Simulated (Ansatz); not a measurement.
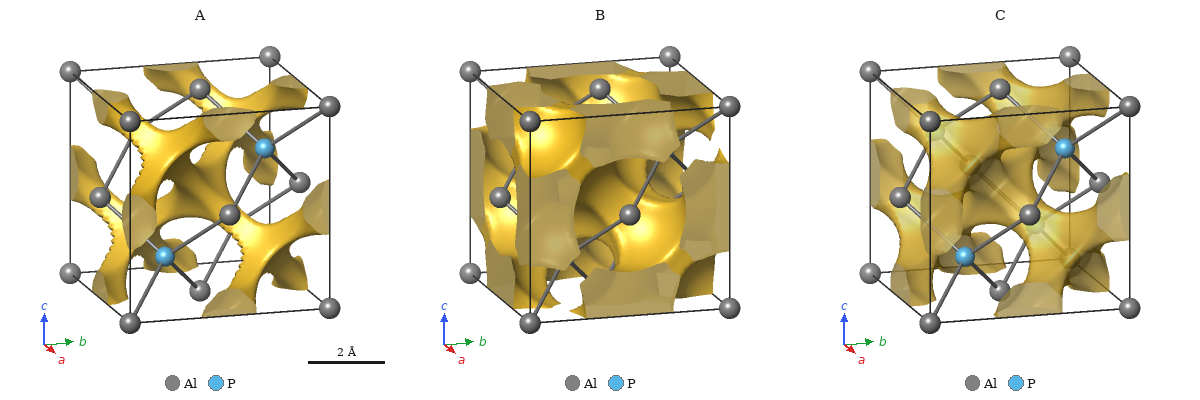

Three surfaces of the space that a probe's centre can reach in AlP (F-43m, No. 216), computed for probe radii of 0.35, 0.65, 0.80 Å, in shuffled order. Pale faces close the region where the drawn box cuts it.

The atoms' radii are covalent radii (Cordero): Al 1.21 Å, P 1.07 Å.

Origin of the cell: the end point of a relaxation with Ansatz, DFT, PAW plane waves, pbe.

```yaml
crystal:
  lattice:
    - [5.50668, 0.00000, 0.00000]
    - [0.00000, 5.50668, 0.00000]
    - [0.00000, 0.00000, 5.50668]
  atoms:
    - { symbol: Al, position: [0.00000, 0.00000, 0.00000] }
    - { symbol: P, position: [0.25000, 0.25000, 0.75000] }
    - { symbol: Al, position: [0.00000, 0.50000, 0.50000] }
    - { symbol: P, position: [0.25000, 0.75000, 0.25000] }
    - { symbol: Al, position: [0.50000, 0.00000, 0.50000] }
    - { symbol: P, position: [0.75000, 0.25000, 0.25000] }
    - { symbol: Al, position: [0.50000, 0.50000, 0.00000] }
    - { symbol: P, position: [0.75000, 0.75000, 0.75000] }
```

Which panel belongs to which radius, and what does each show?

B: 0.35 Å, a three-dimensional network, 41 % of the volume. C: 0.65 Å, a three-dimensional network, 19 % of the volume. A: 0.80 Å, a three-dimensional network, 9.7 % of the volume. The larger the probe, the smaller the space left to it.
